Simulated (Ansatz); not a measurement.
Consider AlRu (interface cell).

```cif
data_structure
_symmetry_space_group_name_H-M 'P 1'
_symmetry_Int_Tables_number 1
_cell_length_a 4.2484
_cell_length_b 5.2032
_cell_length_c 15.1141
_cell_angle_alpha 90.000
_cell_angle_beta 90.000
_cell_angle_gamma 90.000
_cell_volume 334.10
loop_
_atom_site_label
_atom_site_type_symbol
_atom_site_fract_x
_atom_site_fract_y
_atom_site_fract_z
_atom_site_occupancy
Al1 Al 0.00000 0.00921 0.00698 1
Al2 Al 0.50000 0.67063 0.09234 1
Al3 Al 0.00000 0.33507 0.16997 1
Al4 Al 0.50000 0.99826 0.24669 1
Al5 Al 0.00000 0.66270 0.32433 1
Al6 Al 0.50000 0.32413 0.40968 1
Al7 Al 0.00000 0.50921 0.50698 1
Ru1 Ru 0.50000 0.17709 0.08113 1
Ru2 Ru 0.00000 0.83826 0.16544 1
Ru3 Ru 0.50000 0.49507 0.25122 1
Ru4 Ru 0.00000 0.15624 0.33554 1
Ru5 Ru 0.50000 0.82700 0.41415 1
Ru6 Ru 0.00000 0.00633 0.50252 1
Ru7 Ru 0.50000 0.67709 0.58113 1
Ru8 Ru 0.00000 0.33826 0.66544 1
Ru9 Ru 0.50000 0.99507 0.75122 1
Ru10 Ru 0.00000 0.65624 0.83554 1
Ru11 Ru 0.50000 0.32700 0.91415 1
Ru12 Ru 0.00000 0.50633 0.00252 1
Al8 Al 0.50000 0.17063 0.59234 1
Al9 Al 0.00000 0.83507 0.66997 1
Al10 Al 0.50000 0.49826 0.74669 1
Al11 Al 0.00000 0.16270 0.82433 1
Al12 Al 0.50000 0.82413 0.90968 1
```

Computed pressure about −2 GPa in this cell; computed without spin polarisation.

Theory: Ansatz, DFT PBE, scalar-relativistic, plane waves, PAW.

Question: What will maps of the valence pseudo-density and electron localisation function show?

Answer: Al–Ru (2.59 Å): the density is about 0.37 e/Å³ at the midpoint; the ELF is about 0.40 at the midpoint.
Al–Ru (2.62 Å): the density is about 0.35 e/Å³ at the midpoint; the ELF is about 0.40 at the midpoint.

Question: Does the calculation make it a metal, or give it a gap?

Answer: It is gapless in this calculation (a metal or semimetal).

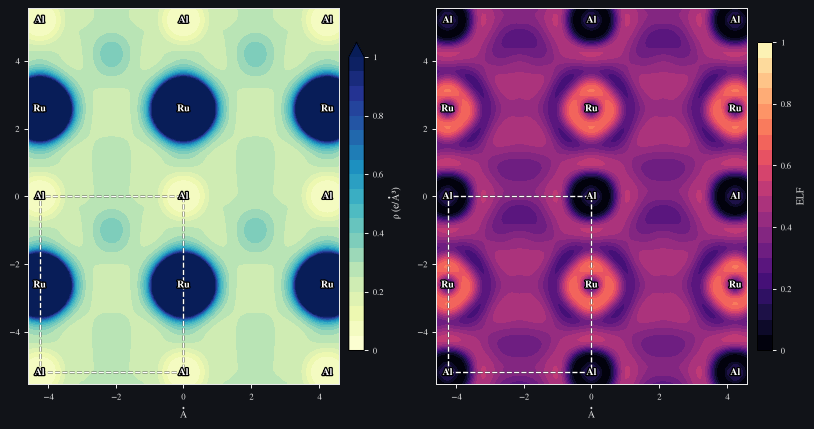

Computed valence pseudo-density and electron localisation function on the (001) plane of the calculation cell, in this order. 

Core electrons are frozen (PAW), and the valence fields are smoothed inside the atomic spheres.
